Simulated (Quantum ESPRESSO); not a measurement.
## Single-point calculation, with input and output: TiAl

System: TiAl (Pm-3m, 2 atoms in the cell).
Method: Kohn-Sham DFT of a periodic cell, LDA, GBRV 1.5 LDA, no spin polarisation (Quantum ESPRESSO 7.5).

The structure derives from a Materials Project entry. The volume is scaled by 0.96.

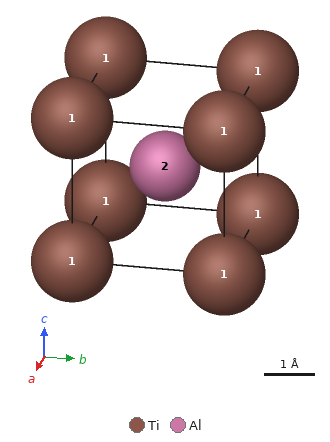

Fig. 1: The structure (spheres-only view of the cell of the calculation, seen at an oblique angle; atoms are numbered from 1 in the order of the input).

The input
```
&CONTROL
  calculation = 'scf'
  prefix = 'pwscf'
  outdir = './tmp'
  pseudo_dir = './pseudo'
  tprnfor = .true.
  tstress = .true.
  disk_io = 'nowf'
/
&SYSTEM
  ibrav = 0
  nat = 2
  ntyp = 2
  ecutwfc = 45
  ecutrho = 360
  nbnd = 13
  occupations = 'smearing'
  smearing = 'fd'
  degauss = 0.00367493
/
&ELECTRONS
  conv_thr = 4d-10
  electron_maxstep = 120
  mixing_beta = 0.5
/
ATOMIC_SPECIES
Ti    47.8670 ti_lda_v1.4.uspp.F.UPF
Al    26.9815 al_lda_v1.uspp.F.UPF
CELL_PARAMETERS angstrom
   3.1360984087    0.0000000000    0.0000000000
   0.0000000000    3.1360984087    0.0000000000
   0.0000000000    0.0000000000    3.1360984087
ATOMIC_POSITIONS crystal
Ti     0.0000000000    0.0000000000    0.0000000000
Al     0.5000000000    0.5000000000    0.5000000000
K_POINTS automatic
8 8 8 0 0 0
```

Machine: 2 threads of Arm Neoverse V1, 24 GiB of memory available, shared host.

Launched with:
```bash
OMP_NUM_THREADS=1 mpirun -n 2 pw.x -nk 2 -in pw.in > pw.out
```

Log
```
This program is part of the open-source Quantum ESPRESSO suite
     for quantum simulation of materials; please cite
         "P. Giannozzi et al., J. Phys.:Condens. Matter 21 395502 (2009);
         "P. Giannozzi et al., J. Phys.:Condens. Matter 29 465901 (2017);
         "P. Giannozzi et al., J. Chem. Phys. 152 154105 (2020);
          URL
     in publications or presentations arising from this work. More details at

     Message from routine setup:
     using ibrav=0 with symmetry is DISCOURAGED, use correct ibrav instead

     K-points division:     npool     =       2
     Subspace diagonalization in iterative solution of the eigenvalue problem:
     a serial algorithm will be used

     G-vector sticks info
     --------------------
     sticks:   dense  smooth     PW     G-vecs:    dense   smooth      PW
     Sum        1005     505    161                23871     8409    1551

     Using Slab Decomposition

     bravais-lattice index     =            0
     lattice parameter (alat)  =       5.9264  a.u.
     unit-cell volume          =     208.1448 (a.u.)^3
     number of atoms/cell      =            2
     number of atomic types    =            2
     number of electrons       =        15.00
     number of Kohn-Sham states=           13
     kinetic-energy cutoff     =      45.0000  Ry
     charge density cutoff     =     360.0000  Ry
     scf convergence threshold =      4.0E-10
     mixing beta               =       0.5000
     number of iterations used =            8  plain     mixing
     Exchange-correlation= SLA  PZ   NOGX NOGC
                           (   1   1   0   0   0   0   0)

     celldm(1)=   5.926367  celldm(2)=   0.000000  celldm(3)=   0.000000
     celldm(4)=   0.000000  celldm(5)=   0.000000  celldm(6)=   0.000000

     crystal axes: (cart. coord. in units of alat)
               a(1) = (   1.000000   0.000000   0.000000 )
               a(2) = (   0.000000   1.000000   0.000000 )
               a(3) = (   0.000000   0.000000   1.000000 )

     reciprocal axes: (cart. coord. in units 2 pi/alat)
               b(1) = (  1.000000  0.000000  0.000000 )
               b(2) = (  0.000000  1.000000  0.000000 )
               b(3) = (  0.000000  0.000000  1.000000 )

     PseudoPot. # 1 for Ti read from file:
     ti_lda_v1.4.uspp.F.UPF
     Pseudo is Ultrasoft + core correction, Zval = 12.0
     Generated by new atomic code, or converted to UPF format
     Using radial grid of  851 points,  6 beta functions with:
                l(1) =   0
                l(2) =   0
                l(3) =   1
                l(4) =   1
                l(5) =   2
                l(6) =   2
     Q(r) pseudized with  6 coefficients,  rinner =    1.000   1.000   1.000
                                                       1.000   1.000

     PseudoPot. # 2 for Al read from file:
     al_lda_v1.uspp.F.UPF
     Pseudo is Ultrasoft + core correction, Zval =  3.0
     Generated by new atomic code, or converted to UPF format
     Using radial grid of  893 points,  3 beta functions with:
                l(1) =   0
                l(2) =   1
                l(3) =   2
     Q(r) pseudized with  8 coefficients,  rinner =    0.900   0.900   0.900
                                                       0.900   0.900

     atomic species   valence    mass     pseudopotential
     Ti               12.00    47.86700     Ti( 1.00)
     Al                3.00    26.98150     Al( 1.00)

     48 Sym. Ops., with inversion, found

   Cartesian axes

     site n.     atom                  positions (alat units)
         1        Ti     tau(   1) = (   0.0000000   0.0000000   0.0000000  )
         2        Al     tau(   2) = (   0.5000000   0.5000000   0.5000000  )

     number of k points=    35  Fermi-Dirac smearing, width (Ry)=  0.0037
                       cart. coord. in units 2pi/alat
        k(    1) = (   0.0000000   0.0000000   0.0000000), wk =   0.0039062
        k(    2) = (   0.0000000   0.0000000   0.1250000), wk =   0.0234375
        k(    3) = (   0.0000000   0.0000000   0.2500000), wk =   0.0234375
        k(    4) = (   0.0000000   0.0000000   0.3750000), wk =   0.0234375
        k(    5) = (   0.0000000   0.0000000  -0.5000000), wk =   0.0117188
        k(    6) = (   0.0000000   0.1250000   0.1250000), wk =   0.0468750
        k(    7) = (   0.0000000   0.1250000   0.2500000), wk =   0.0937500
        k(    8) = (   0.0000000   0.1250000   0.3750000), wk =   0.0937500
        k(    9) = (   0.0000000   0.1250000  -0.5000000), wk =   0.0468750
        k(   10) = (   0.0000000   0.2500000   0.2500000), wk =   0.0468750
        k(   11) = (   0.0000000   0.2500000   0.3750000), wk =   0.0937500
        k(   12) = (   0.0000000   0.2500000  -0.5000000), wk =   0.0468750
        k(   13) = (   0.0000000   0.3750000   0.3750000), wk =   0.0468750
        k(   14) = (   0.0000000   0.3750000  -0.5000000), wk =   0.0468750
        k(   15) = (   0.0000000  -0.5000000  -0.5000000), wk =   0.0117188
        k(   16) = (   0.1250000   0.1250000   0.1250000), wk =   0.0312500
        k(   17) = (   0.1250000   0.1250000   0.2500000), wk =   0.0937500
        k(   18) = (   0.1250000   0.1250000   0.3750000), wk =   0.0937500
        k(   19) = (   0.1250000   0.1250000  -0.5000000), wk =   0.0468750
        k(   20) = (   0.1250000   0.2500000   0.2500000), wk =   0.0937500
        k(   21) = (   0.1250000   0.2500000   0.3750000), wk =   0.1875000
        k(   22) = (   0.1250000   0.2500000  -0.5000000), wk =   0.0937500
        k(   23) = (   0.1250000   0.3750000   0.3750000), wk =   0.0937500
        k(   24) = (   0.1250000   0.3750000  -0.5000000), wk =   0.0937500
        k(   25) = (   0.1250000  -0.5000000  -0.5000000), wk =   0.0234375
        k(   26) = (   0.2500000   0.2500000   0.2500000), wk =   0.0312500
        k(   27) = (   0.2500000   0.2500000   0.3750000), wk =   0.0937500
        k(   28) = (   0.2500000   0.2500000  -0.5000000), wk =   0.0468750
        k(   29) = (   0.2500000   0.3750000   0.3750000), wk =   0.0937500
        k(   30) = (   0.2500000   0.3750000  -0.5000000), wk =   0.0937500
        k(   31) = (   0.2500000  -0.5000000  -0.5000000), wk =   0.0234375
        k(   32) = (   0.3750000   0.3750000   0.3750000), wk =   0.0312500
        k(   33) = (   0.3750000   0.3750000  -0.5000000), wk =   0.0468750
        k(   34) = (   0.3750000  -0.5000000  -0.5000000), wk =   0.0234375
        k(   35) = (  -0.5000000  -0.5000000  -0.5000000), wk =   0.0039062

     Dense  grid:    23871 G-vectors     FFT dimensions: (  36,  36,  36)

     Smooth grid:     8409 G-vectors     FFT dimensions: (  25,  25,  25)

     Check: negative core charge=   -0.000008

     Initial potential from superposition of free atoms

     starting charge      13.9978, renormalised to      15.0000

     negative rho (up, down):  8.467E-04 0.000E+00
     Starting wfcs are   14 randomized atomic wfcs

     Self-consistent Calculation

     iteration #  1     ecut=    45.00 Ry     beta= 0.50
     Davidson diagonalization with overlap
     ethr =  1.00E-02,  avg # of iterations =  3.6

     negative rho (up, down):  8.714E-04 0.000E+00

     total energy              =    -125.74396044 Ry
     estimated scf accuracy    <       0.49954354 Ry

     iteration #  2     ecut=    45.00 Ry     beta= 0.50
     Davidson diagonalization with overlap
     ethr =  3.33E-03,  avg # of iterations =  2.7

     negative rho (up, down):  6.947E-04 0.000E+00

     total energy              =    -125.86364234 Ry
     estimated scf accuracy    <       0.30051853 Ry

     iteration #  3     ecut=    45.00 Ry     beta= 0.50
     Davidson diagonalization with overlap
     ethr =  2.00E-03,  avg # of iterations =  1.7

     negative rho (up, down):  5.863E-04 0.000E+00

     total energy              =    -125.92376307 Ry
     estimated scf accuracy    <       0.00550351 Ry

     iteration #  4     ecut=    45.00 Ry     beta= 0.50
     Davidson diagonalization with overlap
     ethr =  3.67E-05,  avg # of iterations =  2.9

     negative rho (up, down):  5.796E-04 0.000E+00

     total energy              =    -125.92543847 Ry
     estimated scf accuracy    <       0.00027421 Ry

     iteration #  5     ecut=    45.00 Ry     beta= 0.50
     Davidson diagonalization with overlap
     ethr =  1.83E-06,  avg # of iterations =  3.9

     negative rho (up, down):  5.606E-04 0.000E+00

     total energy              =    -125.92549499 Ry
     estimated scf accuracy    <       0.00007815 Ry

     iteration #  6     ecut=    45.00 Ry     beta= 0.50
     Davidson diagonalization with overlap
     ethr =  5.21E-07,  avg # of iterations =  2.3

     negative rho (up, down):  5.611E-04 0.000E+00

     total energy              =    -125.92551386 Ry
     estimated scf accuracy    <       0.00001236 Ry

     iteration #  7     ecut=    45.00 Ry     beta= 0.50
     Davidson diagonalization with overlap
     ethr =  8.24E-08,  avg # of iterations =  1.3

     negative rho (up, down):  5.610E-04 0.000E+00

     total energy              =    -125.92551457 Ry
     estimated scf accuracy    <       0.00000128 Ry

     iteration #  8     ecut=    45.00 Ry     beta= 0.50
     Davidson diagonalization with overlap
     ethr =  8.52E-09,  avg # of iterations =  2.1

     negative rho (up, down):  5.609E-04 0.000E+00

     total energy              =    -125.92551471 Ry
     estimated scf accuracy    <       0.00000005 Ry

     iteration #  9     ecut=    45.00 Ry     beta= 0.50
     Davidson diagonalization with overlap
     ethr =  3.21E-10,  avg # of iterations =  2.7

     negative rho (up, down):  5.609E-04 0.000E+00

     total energy              =    -125.92551473 Ry
     estimated scf accuracy    <          4.5E-09 Ry

     iteration # 10     ecut=    45.00 Ry     beta= 0.50
     Davidson diagonalization with overlap
     ethr =  3.01E-11,  avg # of iterations =  1.4

     negative rho (up, down):  5.609E-04 0.000E+00

     total energy              =    -125.92551472 Ry
     estimated scf accuracy    <          9.8E-10 Ry

     iteration # 11     ecut=    45.00 Ry     beta= 0.50
     Davidson diagonalization with overlap
     ethr =  6.53E-12,  avg # of iterations =  2.3

     negative rho (up, down):  5.609E-04 0.000E+00

     End of self-consistent calculation

          k = 0.0000 0.0000 0.0000 (  1045 PWs)   bands (ev):

   -44.4998 -21.0085 -21.0085 -21.0085   2.2838  10.1981  10.1981  13.5587
    13.5587  13.5587  16.2828  16.2828  16.2828

          k = 0.0000 0.0000 0.1250 (  1061 PWs)   bands (ev):

   -44.4970 -21.0392 -21.0058 -21.0058   2.5414  10.0582  10.3116  13.1568
    13.1568  13.5894  15.4286  16.8690  16.8690

          k = 0.0000 0.0000 0.2500 (  1049 PWs)   bands (ev):

   -44.4904 -21.1126 -20.9991 -20.9991   3.2905   9.2989  10.6103  12.4852
    12.4852  13.6649  14.6078  18.1179  18.1179

          k = 0.0000 0.0000 0.3750 (  1064 PWs)   bands (ev):

   -44.4837 -21.1852 -20.9925 -20.9925   4.4606   7.8007  10.9548  11.9914
    11.9914  13.7424  14.6858  18.7615  19.6439

          k = 0.0000 0.0000-0.5000 (  1044 PWs)   bands (ev):

   -44.4809 -21.2150 -20.9897 -20.9897   5.6517   6.4299  11.1156  11.8152
    11.8152  13.7751  14.8791  18.3894  21.4973

          k = 0.0000 0.1250 0.1250 (  1069 PWs)   bands (ev):

   -44.4943 -21.0379 -21.0345 -21.0030   2.7934  10.1114  10.2625  12.7087
    13.0622  13.3784  15.7395  16.1519  17.3840

          k = 0.0000 0.1250 0.2500 (  1055 PWs)   bands (ev):

   -44.4876 -21.1091 -21.0288 -20.9964   3.5248   9.4403  10.5124  12.1258
    12.5278  13.3897  14.8850  17.0002  18.5344

          k = 0.0000 0.1250 0.3750 (  1064 PWs)   bands (ev):

   -44.4810 -21.1810 -21.0216 -20.9898   4.6594   7.9731  10.9103  11.7448
    12.0623  13.4820  14.7428  17.9695  19.6400

          k = 0.0000 0.1250-0.5000 (  1080 PWs)   bands (ev):

   -44.4782 -21.2106 -21.0186 -20.9871   5.7547   6.7008  11.2040  11.4747
    11.8922  13.5238  14.8580  18.2964  19.9744

          k = 0.0000 0.2500 0.2500 (  1057 PWs)   bands (ev):

   -44.4810 -21.1036 -21.0970 -20.9899   4.1976   9.6966   9.9151  11.7875
    12.5370  12.9590  15.0150  16.2754  19.4546

          k = 0.0000 0.2500 0.3750 (  1066 PWs)   bands (ev):

   -44.4745 -21.1709 -21.0915 -20.9834   5.2076   8.4426  10.3560  11.5776
    12.2405  12.9537  14.7730  16.8574  19.0582

          k = 0.0000 0.2500-0.5000 (  1074 PWs)   bands (ev):

   -44.4717 -21.1999 -21.0879 -20.9807   6.0349   7.4692  10.7123  11.3187
    12.0894  13.0037  14.7717  17.6686  18.1049

          k = 0.0000 0.3750 0.3750 (  1067 PWs)   bands (ev):

   -44.4679 -21.1623 -21.1591 -20.9770   5.9405   8.8532   9.7267  11.3613
    12.3884  12.5611  14.6726  16.5576  17.8874

          k = 0.0000 0.3750-0.5000 (  1062 PWs)   bands (ev):

   -44.4652 -21.1892 -21.1565 -20.9743   6.3830   8.6023   9.9708  11.0006
    12.3058  12.5662  14.6441  16.9853  16.9988

          k = 0.0000-0.5000-0.5000 (  1056 PWs)   bands (ev):

   -44.4625 -21.1847 -21.1847 -20.9717   6.5614   9.6488   9.6488  10.2209
    12.4023  12.4023  14.6068  16.6875  16.7420

          k = 0.1250 0.1250 0.1250 (  1060 PWs)   bands (ev):

   -44.4916 -21.0364 -21.0316 -21.0316   3.0399  10.2108  10.2108  12.4859
    12.9488  12.9488  16.2745  16.2745  16.6419

          k = 0.1250 0.1250 0.2500 (  1061 PWs)   bands (ev):

   -44.4849 -21.1056 -21.0273 -21.0245   3.7535   9.5717  10.4776  12.1048
    12.2313  13.0488  15.2230  17.2720  17.3648

          k = 0.1250 0.1250 0.3750 (  1065 PWs)   bands (ev):

   -44.4783 -21.1769 -21.0201 -21.0175   4.8528   8.1464  10.8235  11.6465
    12.0922  13.1775  14.8541  18.1177  18.3604

          k = 0.1250 0.1250-0.5000 (  1074 PWs)   bands (ev):

   -44.4755 -21.2062 -21.0171 -21.0145   5.8662   6.9588  11.0904  11.3190
    12.0915  13.2294  14.8741  18.4040  19.3090

          k = 0.1250 0.2500 0.2500 (  1060 PWs)   bands (ev):

   -44.4784 -21.1001 -21.0937 -21.0188   4.4090   9.8584   9.9197  11.8613
    12.1369  12.6591  15.4641  16.4083  17.9976

          k = 0.1250 0.2500 0.3750 (  1066 PWs)   bands (ev):

   -44.4718 -21.1670 -21.0882 -21.0118   5.3877   8.6069  10.2377  11.6533
    12.2142  12.7034  14.9886  16.9262  18.6974

          k = 0.1250 0.2500-0.5000 (  1062 PWs)   bands (ev):

   -44.4691 -21.1957 -21.0847 -21.0089   6.1700   7.6774  10.3894  11.4899
    12.3749  12.7159  14.8527  17.5519  18.4522

          k = 0.1250 0.3750 0.3750 (  1058 PWs)   bands (ev):

   -44.4653 -21.1585 -21.1554 -21.0050   6.1090   8.9948   9.5699  11.3875
    12.4359  12.6561  14.8638  16.4238  17.8805

          k = 0.1250 0.3750-0.5000 (  1056 PWs)   bands (ev):

   -44.4626 -21.1852 -21.1528 -21.0021   6.5519   8.6825   9.7165  11.1280
    12.6312  12.6473  14.7242  16.5940  17.0887

          k = 0.1250-0.5000-0.5000 (  1056 PWs)   bands (ev):

   -44.4599 -21.1808 -21.1808 -20.9993   6.7515   9.4145   9.4145  10.5829
    12.7416  12.7416  14.6167  16.2493  16.6571

          k = 0.2500 0.2500 0.2500 (  1060 PWs)   bands (ev):

   -44.4719 -21.0943 -21.0856 -21.0856   5.0106   9.9011   9.9011  11.4963
    12.2302  12.2302  16.3739  16.3739  16.6734

          k = 0.2500 0.2500 0.3750 (  1066 PWs)   bands (ev):

   -44.4654 -21.1575 -21.0827 -21.0775   5.8892   8.9626   9.8343  11.9006
    12.0131  12.6190  15.3790  16.5815  17.4330

          k = 0.2500 0.2500-0.5000 (  1062 PWs)   bands (ev):

   -44.4627 -21.1857 -21.0792 -21.0742   6.5417   8.1984   9.7925  11.9655
    12.2161  12.8841  14.9508  16.4786  18.4617

          k = 0.2500 0.3750 0.3750 (  1055 PWs)   bands (ev):

   -44.4590 -21.1493 -21.1463 -21.0720   6.5794   9.1470   9.2321  11.7332
    12.6242  12.8594  15.3984  15.5844  17.2527

          k = 0.2500 0.3750-0.5000 (  1056 PWs)   bands (ev):

   -44.4563 -21.1756 -21.1438 -21.0687   7.0228   8.7401   9.2354  11.7477
    12.8473  13.3276  14.9032  15.2699  17.2585

          k = 0.2500-0.5000-0.5000 (  1036 PWs)   bands (ev):

   -44.4537 -21.1714 -21.1714 -21.0655   7.2908   8.9665   8.9665  11.6125
    13.5140  13.5140  14.6409  14.8028  16.4925

          k = 0.3750 0.3750 0.3750 (  1046 PWs)   bands (ev):

   -44.4526 -21.1412 -21.1373 -21.1373   7.2263   8.9347   8.9347  12.6320
    13.0405  13.0405  14.3921  16.1806  16.1806

          k = 0.3750 0.3750-0.5000 (  1054 PWs)   bands (ev):

   -44.4500 -21.1659 -21.1360 -21.1335   7.6511   8.6616   8.8202  12.9488
    13.1114  13.8141  14.0568  15.0366  16.7753

          k = 0.3750-0.5000-0.5000 (  1064 PWs)   bands (ev):

   -44.4474 -21.1619 -21.1619 -21.1310   8.0339   8.6072   8.6072  13.1251
    13.2030  14.3761  14.3761  14.6651  15.9505

          k =-0.5000-0.5000-0.5000 (  1064 PWs)   bands (ev):

   -44.4448 -21.1580 -21.1580 -21.1580   8.4743   8.4743   8.4743  12.4417
    14.6752  14.6752  14.8321  14.8321  14.8321

     the Fermi energy is    11.7031 ev

!    total energy              =    -125.92551473 Ry
     estimated scf accuracy    <          1.5E-10 Ry
     smearing contrib. (-TS)   =      -0.00164748 Ry
     internal energy E=F+TS    =    -125.92386725 Ry

     The total energy is F=E-TS. E is the sum of the following terms:
     one-electron contribution =     -51.89112355 Ry
     hartree contribution      =      31.17790664 Ry
     xc contribution           =     -22.21783255 Ry
     ewald contribution        =     -82.99281778 Ry

     convergence has been achieved in  11 iterations

     negative rho (up, down):  5.609E-04 0.000E+00

     Forces acting on atoms (cartesian axes, Ry/au):

     atom    1 type  1   force =     0.00000000    0.00000000    0.00000000
     atom    2 type  2   force =     0.00000000    0.00000000    0.00000000

     Total force =     0.000000     Total SCF correction =     0.000000

     Computing stress (Cartesian axis) and pressure

     negative rho (up, down):  5.609E-04 0.000E+00
          total   stress  (Ry/bohr**3)                   (kbar)     P=      -13.22
  -0.00008989   0.00000000   0.00000000          -13.22        0.00        0.00
   0.00000000  -0.00008989   0.00000000            0.00      -13.22        0.00
   0.00000000   0.00000000  -0.00008989            0.00        0.00      -13.22

=------------------------------------------------------------------------------=
   JOB DONE.
=------------------------------------------------------------------------------=
```

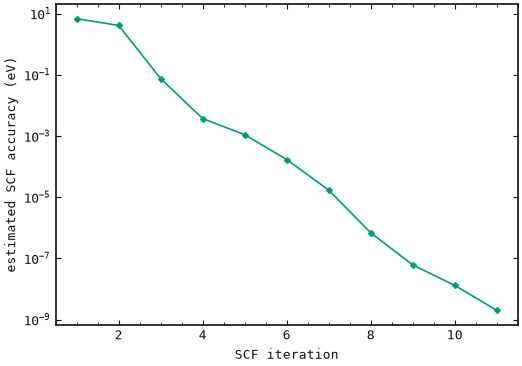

Fig. 2: Convergence of the self-consistent field: estimated SCF accuracy against the iteration. The field takes 11 iterations in all.

Summary

- outcome: converged
- space group (tolerance 0.01 Å): Pm-3m (221)
- electrons treated: 15
- free energy: −1713.3039 eV
- Fermi energy: 11.703 eV
- gap on the k-point mesh: none (metallic)
- pressure: −1.32 GPa
- largest force (length of the vector): under 0.001 eV/Å
- wall time: 5.1 s (CPU time 10 s)
- peak memory: 0.18 GiB

Notes

Notes on the run: negative rho.
